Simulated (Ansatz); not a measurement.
**MgI2/MgI2 (1T bilayer): converging the G0W0 gap**

How do accuracy and time trade against each other in G0W0 on MgI2/MgI2 (1T bilayer)?

Method: G0W0 on PBE, plane waves, PAW, in Ansatz 0.2.0.

## 1. The structure

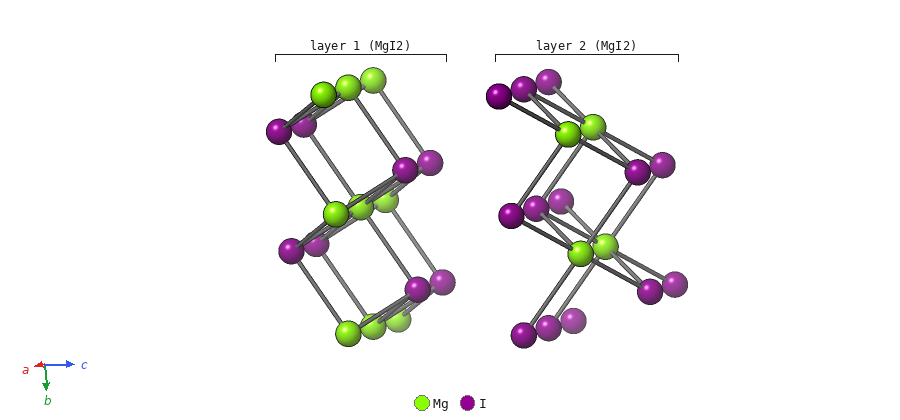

Start, viewed from the side, with the c axis across the page; magnesium green, iodine purple. 2×2×1 cells are drawn. Bonds to atoms that aren't drawn are left out. Some periodic images of atoms are drawn too.

The cell holds 6 atoms: 2 Mg and 4 I. Its edges and angles: a = 4.129 Å, b = 4.129 Å, c = 43.600 Å, α = 90.0°, β = 90.0°, γ = 120.0°. It derives from I2Mg1. Regions: layer 1 (MgI2), 3 atoms (1 Mg and 2 I); layer 2 (MgI2), 3 atoms (1 Mg and 2 I). Vacuum lies along c.

The structure was relaxed with PBE-D3(BJ). The runs that relaxed it are not among those shown. Spin-orbit coupling is left out unless a step names it. The default PAW set here is soft_2. Its files were made with PBE. The Coulomb interaction is cut off across the vacuum.

## 2. 383 empty bands, screening to 41 eV

Now the one-shot GW correction: screening in the RPA, then the self-energy of the levels asked for.

File input.yaml:

```yaml
crystal:
  lattice:
    - [4.1287612914, 0.0, 0.0]
    - [-2.0643806457, 3.5756121646, 0.0]
    - [0.0, 0.0, 43.6]
  atoms:
    - { symbol: Mg, position: [0.0, 0.0, 0.4214988166] }
    - { symbol: I, position: [0.3333333333, 0.6666666667, 0.4599594424] }
    - { symbol: I, position: [0.6666666667, 0.3333333333, 0.382969113] }
    - { symbol: Mg, position: [0.6666666667, 0.3333333333, 0.5784963122] }
    - { symbol: I, position: [0.3333333333, 0.6666666667, 0.617030887] }
    - { symbol: I, position: [0.0, 0.0, 0.5400439297] }
  periodic: [true, true, false]
kpoints:
  mp_grid: { grid: [3, 3, 1] }
hamiltonian:
  xc: pbe
scf:
  occupations: { method: fixed }
gw:
  n_empty_bands: 383
  ecut_chi: 41
  qp_bands: [v2, c2]
  qp_kpoints: band_edges
  screening: { model: contour_deformation }
```

Command:

```console
$ ansatz run input.yaml --threads 4 --pin off --max-ram 17510MiB --backend cpu --events-out ev --progress --plain --runs-dir out
```

Numbers of over 12 decimals in the logs are rounded to 6 here.

The program printed:

```text
Engine: ansatz 0.2.0, aarch64-unknown-linux-gnu
Pseudopotentials: kind: paw
Pseudopotential: Mg, paw, valence charge 10, recommended cutoff 420 eV (normal), Mg.paw.azcp
Pseudopotential: I, paw, valence charge 17, recommended cutoff 420 eV (normal), I.paw.azcp
Functional definition: PBE
  parameter kappa = 0.804
  parameter beta = 0.066725
  exchange = pbe_x(kappa = kappa, mu = beta*pi^2/3)
  correlation = pbe_c(beta = beta)
Crystal: 6 atoms, lattice volume = 643.660 Å³
Basis set: ecut = 420 eV, 12409 PW (Γ)
Bands: 53, of which v1, the nominal top of the filled ones, is band 44 counted from 1 (43 counted from 0)
Symmetry: 6 space group operations
Space group: P3m1 (ITA 156), of the structure as read, at distance tolerance 8.6e-5 Å
k-points: 3 of 9 (time reversal used)
Non-local potential: Mg, projectors of the file, l = 0: 3, l = 1: 2, l = 2: 1
Non-local potential: I, projectors of the file, l = 0: 2, l = 1: 2, l = 2: 2, l = 3: 2
PAW form: soft (Blöchl's): semilocal exchange-correlation on the pseudo side does not see the compensation charge
PAW one-centre angular grid: Mg, 110 points (default); XC on 64 Gauss nodes
PAW one-centre angular grid: I, 590 points (default); XC on 64 Gauss nodes
Initial density: superposition of atomic densities (neutral atoms: chi_scale 0, normalization atom), corrected by the library's trained network
Initial wavefunctions: pseudopotential atomic-orbital guess
Functional: x = pbe(κ = 0.804, μ = 0.219515), c = pbe(β = 0.066725)
SCF iter   1: F=—  HF=-33905.285525 eV  |F-HF|=—  |Δ(HF+E_count)|=         —  Δρ=5.60e-4  dr2=5.11e-3  ethr=1.77e-3  ⟨swp⟩=8.7  Hψ=679  notcnv=0  defer=20
preconditioner: auto → Resta (q_TF=auto, 1.958 Å⁻¹)  ε∞=1.6  [insulator: Δε(μ)=3.945 eV  Ē_g=10.433 eV  n_scr=92 (ndim 8)  ℏωp=8.3 eV  f_vac=0.681  ε∞_Penn≈1.6  vacuum switching on, ρ_ref=7.9e-3 e/Å³]
SCF iter   2: F=—  HF=-33905.281939 eV  |F-HF|=—  |Δ(HF+E_count)|=   3.59e-3  Δρ=3.12e-4  dr2=1.46e-3  ethr=5.81e-6  ⟨swp⟩=5.3  Hψ=426  notcnv=0  defer=21
SCF iter   3: F=—  HF=-33905.282106 eV  |F-HF|=—  |Δ(HF+E_count)|=   1.67e-4  Δρ=1.59e-4  dr2=3.96e-4  ethr=1.66e-6  ⟨swp⟩=3.7  Hψ=222  notcnv=0  defer=21
SCF iter   4: F=—  HF=-33905.282253 eV  |F-HF|=—  |Δ(HF+E_count)|=   1.48e-4  Δρ=5.40e-5  dr2=3.38e-5  ethr=4.50e-7  ⟨swp⟩=3.0  Hψ=205  notcnv=0  defer=21
SCF iter   5: F=—  HF=-33905.282274 eV  |F-HF|=—  |Δ(HF+E_count)|=   2.05e-5  Δρ=2.30e-5  dr2=6.22e-6  ethr=3.85e-8  ⟨swp⟩=3.7  Hψ=321  notcnv=0  defer=21
SCF iter   6: F=—  HF=-33905.282276 eV  |F-HF|=—  |Δ(HF+E_count)|=   1.89e-6  Δρ=8.54e-6  dr2=6.57e-7  ethr=7.07e-9  ⟨swp⟩=3.0  Hψ=264  notcnv=0  defer=21
SCF iter   7: F=—  HF=-33905.282277 eV  |F-HF|=—  |Δ(HF+E_count)|=   1.61e-6  Δρ=2.74e-6  dr2=1.86e-7  ethr=7.46e-10  ⟨swp⟩=3.3  Hψ=289  notcnv=0  defer=21
SCF iter   8: F=-33905.282277 eV  HF=-33905.282277 eV  |F-HF|=1.88e-8  |Δ(HF+E_count)|=   1.36e-7  Δρ=1.12e-6  dr2=2.17e-8  ethr=1.14e-10  ⟨swp⟩=46.0  Hψ=1271  notcnv=0
SCF 1 converged in 8 iterations: F = -33905.282277 eV  dr2 = 2.17e-8
  greatest PAW one-centre occupation: 1.000 electrons in one spin orbital (limit 2), on the Mg atom at site 3 (counted from 0), in its partial waves of l = 0
NSCF: frozen V_eff on 3 k-points
G₀W₀ screening: q 1/3
[... further progress lines ...]
NSCF: frozen V_eff on 1 k-points
SCF converged after 8 iterations
Free energy (F): -33905.282277 eV
Harris-Foulkes:  -33905.282277 eV  (|F-HF|=1.88e-8)
Internal energy: -33905.282277 eV  (E = F + TS)
E sigma→0 (E₀):  -33905.282277 eV
Fermi energy:    -6.294139 eV
--- Per-component energies (eV) ---
  E_band       = -3229.322042
  E_kinetic    = 909.307974
  E_local      = -323199.218047  (includes V_loc(G=0)·N_el)
  E_nonlocal   = -170.677137
  E_hartree    = 160774.996148
  E_xc         = -570.783308
  E_vxc        = -589.979950  (∫ρ·V_xc dr)
  E_paw        = -19853.301642  (= ΣΔE_a)
  E_vpaw       = -1728.733065  (= ΣTr[D̂ρ^β])
  E_aug_tail   = -0.000062  (compensation charges beyond the density's cutoff)
  E_ewald      = 148204.393796
  E_smearing   = -0.000000  (= −TS)
  E_closure    = -0.000000  (closes the sum)
  Σ components = -33905.282277   (vs F -33905.282277, Δ=0.00e0)
--- Band table (eV) ---
  k-point 0: bands = [... 40 lower, -6.3485, -6.3485, -6.2941, -6.2941, -2.3510, -1.8630 (-1.8630°), -1.4074 (-1.4074°), -1.3439 (-1.3439°), ... 5 higher]
  k-point 1: bands = [... 40 lower, -7.0503, -6.7687, -6.7285, -6.6125, -2.3105, -2.1901, -0.9641, -0.7439, ... 5 higher]
  k-point 2: bands = [... 40 lower, -7.3208, -7.1423, -7.1327, -6.9625, -1.9586, -1.9034, -0.2475, 0.0284, ... 5 higher]
  ° read free of the cell's end (the report's vacuum.weakly_bound_levels)
--- G₀W₀: contour deformation, 6 samples at zero and on the imaginary axis and 1 off it, 9 q-points, 383 empty bands' worth ---
  eigenvalues of the whole cell's RPA ε∞ on this k-mesh (on a slab, of 1 + 4πα/V) = 1.2291, 2.3347, 2.3347; static W/v taken at q = 0 is 0.513537
  bands read: the sum over 427 bands ends inside a degenerate multiplet in 1 slot, whose members it reads at an even weight; the widest, k=0: bands 427 to 428 (counted from 1) at 1/2 each
  gw.qp_kpoints: band_edges: 3 of 3 stored k-points solved, in 1 pass; an edge of the gap read off the rows below is read off those points alone
    ik  band        ε_KS         Σx   Σc(E_QP)       V_xc       Z   E_QP_lin       E_QP  E_QP is
     0    43     -6.2941   -17.9449     2.1103   -15.0787  0.7924    -7.0586    -7.0500  root
     0    44     -6.2941   -17.9449     2.1103   -15.0787  0.7924    -7.0586    -7.0500  root
     0    45     -2.3510    -6.7904    -3.2584   -10.8561  0.8181    -1.5352    -1.5438  root
     0    46     -1.8630    -6.7385    -3.2854   -10.9556  0.8142    -0.9186    -0.9314  root
     1    43     -6.7285   -17.5249     2.1628   -14.5343  0.7883    -7.5674    -7.5562  root
     1    44     -6.6125   -17.6280     2.1384   -14.7039  0.7902    -7.4080    -7.3983  root
     1    45     -2.3105    -6.4259    -3.2878   -10.5927  0.8075    -1.4209    -1.4316  root
     1    46     -2.1901    -6.3069    -3.3204   -10.5162  0.8068    -1.2900    -1.3012  root
     2    43     -7.1327   -16.9568     2.1541   -13.9760  0.7874    -7.9706    -7.9595  root
     2    44     -6.9625   -17.1378     2.1102   -14.2231  0.7890    -7.7773    -7.7669  root
     2    45     -1.9586    -6.7923    -3.2040   -10.8966  0.8072    -1.0469    -1.0582  root
     2    46     -1.9034    -7.0072    -3.2213   -11.1626  0.8060    -0.9569    -0.9693  root
```

Run time: 2.1 min. Hardware: 4 threads of Arm Neoverse V1, shared host; peak memory 4.2 GiB; 8.1 min of CPU time.

This step gave:

- bands summed: 427
- plane waves in the screening matrix: 381
- q-points in the mesh: 9
- G0W0 gap on the mesh: 5.506 eV
- k of the valence top: 0, 0, 0
- k of the conduction bottom: 0, 0, 0
- starting gap on the mesh: 3.943 eV
- Z at the valence top: 0.7924
- Z at the conduction bottom: 0.8181
- least direct G0W0 gap on the computed points: 5.506 eV

The gap on the mesh goes from 3.94 eV to 5.51 eV, a correction of +1.56 eV. Between the two edge states, bare exchange in place of the xc potential would open the gap by 6.93 eV, and correlation takes back 5.37 eV.

## 3. 949 empty bands, screening to 75 eV

Bands and screening cutoff are moved together, since each hides the error of the other.

Changes to input.yaml since step 2:

```diff
@@ -19,5 +19,6 @@
   occupations: { method: fixed }
+  convergence: { dr2_threshold: 1.0e-10 }
 gw:
-  n_empty_bands: 383
-  ecut_chi: 41
+  n_empty_bands: 949
+  ecut_chi: 75.0
   qp_bands: [v2, c2]
```

The program printed:

```text
[...]
Crystal: 6 atoms, lattice volume = 643.660 Å³
Basis set: ecut = 420 eV, 12409 PW (Γ)
Bands: 53, of which v1, the nominal top of the filled ones, is band 44 counted from 1 (43 counted from 0)
Symmetry: 6 space group operations
[...]
k-points: 3 of 9 (time reversal used)
[...]
SCF iter   1: F=—  HF=-33905.285525 eV  |F-HF|=—  |Δ(HF+E_count)|=         —  Δρ=5.60e-4  dr2=5.11e-3  ethr=1.77e-3  ⟨swp⟩=8.7  Hψ=679  notcnv=0  defer=20
[...]
SCF iter  11: F=-33905.282277 eV  HF=-33905.282277 eV  |F-HF|=3.64e-10  |Δ(HF+E_count)|=  6.69e-10  Δρ=2.50e-8  dr2=5.05e-12  ethr=1.00e-12  ⟨swp⟩=45.7  Hψ=1255  notcnv=0
SCF 1 converged in 11 iterations: F = -33905.282277 eV  dr2 = 5.05e-12
[...]
NSCF: frozen V_eff on 3 k-points
G₀W₀ screening: q 1/3
[... further progress lines ...]
[...]
SCF converged after 11 iterations
Free energy (F): -33905.282277 eV
[...]
Internal energy: -33905.282277 eV  (E = F + TS)
E sigma→0 (E₀):  -33905.282277 eV
Fermi energy:    -6.294253 eV
[...]
--- Band table (eV) ---
  k-point 0: bands = [... 40 lower, -6.3486, -6.3486, -6.2943, -6.2943, -2.3511, -1.8631 (-1.8631°), -1.4074 (-1.4074°), -1.3439 (-1.3439°), ... 5 higher]
  k-point 1: bands = [... 40 lower, -7.0504, -6.7688, -6.7286, -6.6126, -2.3106, -2.1901, -0.9642, -0.7440, ... 5 higher]
  k-point 2: bands = [... 40 lower, -7.3210, -7.1424, -7.1329, -6.9626, -1.9587, -1.9035, -0.2476, 0.0283, ... 5 higher]
  ° read free of the cell's end (the report's vacuum.weakly_bound_levels)
[...]
0    43     -6.2943   -17.9449     1.7681   -15.0787  0.7866    -7.4111    -7.3923  root
     0    44     -6.2943   -17.9449     1.7681   -15.0787  0.7866    -7.4111    -7.3923  root
     0    45     -2.3511    -6.7902    -3.4087   -10.8558  0.8177    -1.6888    -1.6943  root
     0    46     -1.8631    -6.7380    -3.4530   -10.9549  0.8136    -1.0910    -1.0993  root
     1    43     -6.7286   -17.5249     1.8436   -14.5343  0.7828    -7.8978    -7.8755  root
     1    44     -6.6126   -17.6281     1.8106   -14.7039  0.7846    -7.7463    -7.7262  root
     1    45     -2.3106    -6.4259    -3.4771   -10.5927  0.8061    -1.6146    -1.6209  root
     1    46     -2.1901    -6.3068    -3.5081   -10.5162  0.8055    -1.4822    -1.4889  root
     2    43     -7.1329   -16.9568     1.8604   -13.9760  0.7822    -8.2743    -8.2532  root
     2    44     -6.9626   -17.1378     1.8057   -14.2231  0.7836    -8.0920    -8.0715  root
     2    45     -1.9587    -6.7923    -3.4126   -10.8967  0.8053    -1.2605    -1.2669  root
     2    46     -1.9035    -7.0071    -3.4365   -11.1626  0.8041    -1.1775    -1.1845  root
```

Elapsed: 12 min, on 4 threads; peak memory 13 GiB; 47 min of CPU time.

Numbers from this step:

| Item | Value |
| --- | --- |
| bands summed | 993 |
| plane waves in the screening matrix | 895 |
| q-points in the mesh | 9 |
| G0W0 gap on the mesh | 5.698 eV |
| k of the valence top | 0, 0, 0 |
| k of the conduction bottom | 0, 0, 0 |
| starting gap on the mesh | 3.943 eV |
| Z at the valence top | 0.7866 |
| Z at the conduction bottom | 0.8177 |
| least direct G0W0 gap on the computed points | 5.698 eV |

Against the run with 3×3×1 mesh, 383 empty bands, screening to 41 eV, the gap moves by +0.19 eV.

## 4. Side by side

Times are wall times on 4 threads of Arm Neoverse V1, shared host, good to a factor of about two.

| mesh | files | frequency | bands summed | cutoff (eV) | start (eV) | G0W0 (eV) | time | host memory (GiB) |
| --- | --- | --- | --- | --- | --- | --- | --- | --- |
| 3×3×1 | default PAW | contour deformation | 427 | 41 | 3.943 | 5.506 | 2.1 min | 4.2 |
| 3×3×1 | default PAW | contour deformation | 993 | 75 | 3.943 | 5.698 | 12 min | 13 |

How the two edges are built up, in eV (the quasiparticle level is the starting level plus Σx plus Σc less Vxc):

| run | edge | start | Σx | Σc | Vxc | Z | QP |
| --- | --- | --- | --- | --- | --- | --- | --- |
| 427 bands | valence top | -6.29 | -17.94 | 2.11 | -15.08 | 0.79 | -7.05 |
| 427 bands | conduction bottom | -2.35 | -6.79 | -3.26 | -10.86 | 0.82 | -1.54 |
| 993 bands | valence top | -6.29 | -17.94 | 1.77 | -15.08 | 0.79 | -7.39 |
| 993 bands | conduction bottom | -2.35 | -6.79 | -3.41 | -10.86 | 0.82 | -1.69 |

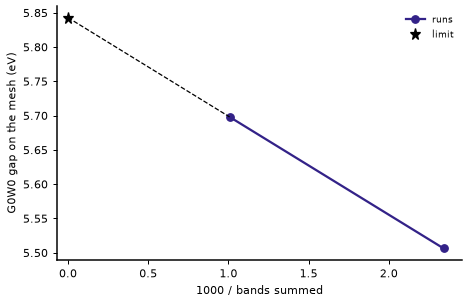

The gap against one over the number of bands; the dashed line carries the two highest rungs to the limit.

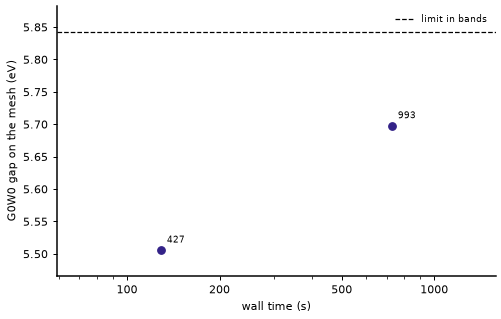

Result against wall time.

## 5. Outcome

| Property | Result |
| --- | --- |
| 427 bands, 41 eV | 5.506 eV |
| 993 bands, 75 eV | 5.698 eV |
| estimated limit in bands and cutoff | 5.84 eV |
| mesh and start | 3×3×1, PBE |

A line in one over the bands through the two rungs gives 5.84 eV, +0.14 eV from the top rung; with two points alone it is an unchecked estimate. The rungs stand 0.34 eV (427 bands) and 0.14 eV (993 bands) from it. From 427 to 993 bands the gap moves by +0.19 eV while the time grows 5.6-fold. Σc changes by −0.34 eV at the valence top and −0.15 eV at the conduction bottom, so the valence edge carries most of the change. The 3×3×1 mesh misses a band edge: over a band path and its finer mesh (run apart) the PBE gap is 3.54 eV, so the G0W0 gap over the zone may lie about 0.40 eV below its value on the mesh. The mesh in the plane is coarse for a sheet; gap and any exciton binding can still move on denser ones. The many-body steps are scalar-relativistic: spin-orbit coupling is not in them.

[Paths, hosts, dates, memory and timing lines, banners, echoed tables and standing remarks are left out of the program output.]

[Logs are printed without paths, hosts, clocks, repeated set-up lines and the standing remarks that a program may print on its own settings, such as how far it seeks lower states.]

[Runs of the session that timed out or met a known fault of the program may be left out.]

[Cells called generated may have been cut or substituted from an entry of the Crystallography Open Database or the Materials Project.]

[Hosts, paths, dates, database ids (printed as entryN), source tags and the programs' standing remarks are cut or masked in the printed files.]
